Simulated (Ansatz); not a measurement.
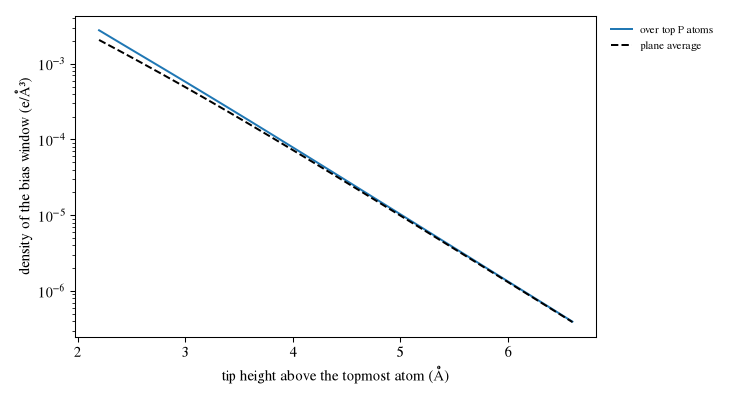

Approach curves over monolayer P at a sample bias of +1.55 V.

Images follow the Tersoff–Hamann model: the current is the local density of the sample's states between the Fermi level and the bias, at the tip's centre. Zero bias is put in the middle of the gap by convention. Bias windows are sharp sums over the levels of the k mesh.

Method: DFT PBE+D3(BJ), scalar-relativistic, plane waves, PAW in Ansatz 0.2.0. Cutoff 420 eV, 32 × 24 k-points, Gaussian smearing 0.05 eV, dipole correction. No spin polarisation.

> Estimate the decay constant and the apparent barrier, and compare with the vacuum level, which the run puts 4.56 eV above zero bias.

Near 4 Å the plane average falls as exp(−1.96 z/Å), a factor of 7.1 per ångström, which gives an apparent barrier of 3.7 eV (0.952 eV Å² times the slope squared). The upper edge of the window lies 3.01 eV under the vacuum level. The apparent barrier is above 3.01 eV. At 4 Å the 0.60 eV of states nearest the upper edge carry 65 % of the density.
